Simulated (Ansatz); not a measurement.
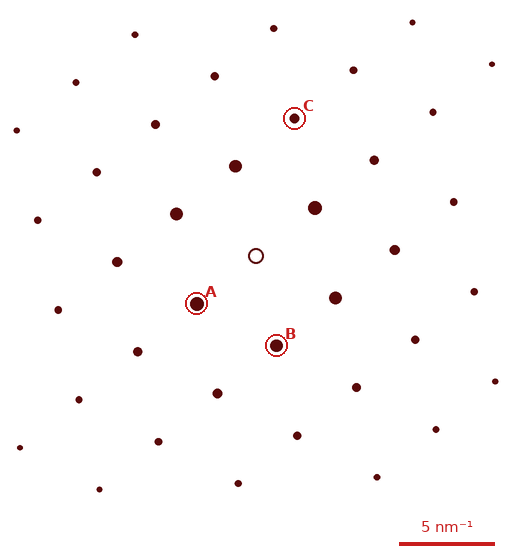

Simulated selected-area electron diffraction pattern (200 kV, kinematic approximation, thin crystal, B = 0.5 Å² for all atoms). The zone axis points towards the electron source and the pattern is seen from the source side.

Nb, space group R-3m (No. 166), a = 3.13 Å, c = 6.32 Å (hexagonal axes). Structure: coordinates from a relaxation with Ansatz 0.2.0, DFT PBEsol, scalar-relativistic, plane waves, PAW; the starting structure was generated, so it need not be a known form of this composition.

| atom | site | symmetry | x | y | z |
| --- | --- | --- | --- | --- | --- |
| Nb | 3b | -3m | 0.3333 | 0.6667 | 0.1667 |

Spot A is indexed 0 -1 1 and spot B 0 -1 -2.

What are the indices of the remaining marked spot?

C = −A − B = 0 2 1 (d = 1.326 Å).

Give [uvw].

The cross product of A and B is parallel to [100]; every spot obeys hu + kv + lw = 0.

What are the spacings of A and B and the angle between them?

d(A) = 2.493 Å, d(B) = 2.059 Å, and the angle is 63.9°.
